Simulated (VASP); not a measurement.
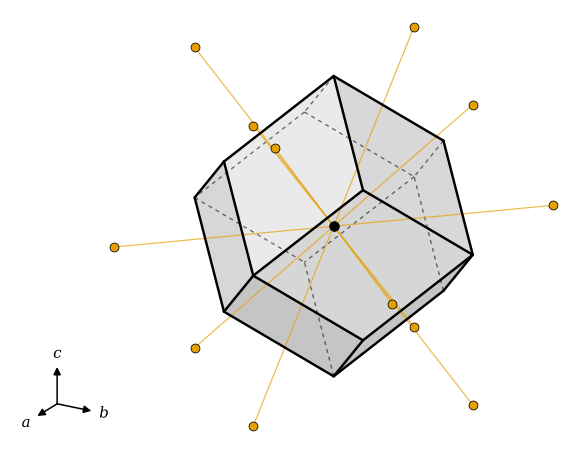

For Rb, a cell listed in the Materials Project, as set up for an electronic-structure calculation: the Wigner–Seitz cell of the crystal's lattice, with lines to the lattice points that define its faces. All values are computed from the atomic coordinates in the standard setting (tolerance 0.002 Å).

a = 7.280 Å, b = 7.280 Å, c = 7.280 Å, α = 90.00°, β = 90.00°, γ = 90.00°; space group Fm-3m, No. 225.

### What is the cell's combinatorial type?

A rhombic dodecahedron: 12 faces (12 with 4 edges), 24 edges, 14 vertices. Its volume is that of the primitive cell, 96.4 Å³.

### Which lattice vectors do the faces bisect?

| example | length (Å) | faces | edges of each | area (Å²) |
| --- | --- | --- | --- | --- |
| 1/2 a + 1/2 b | 5.15 | 12 | 4 | 9.4 |
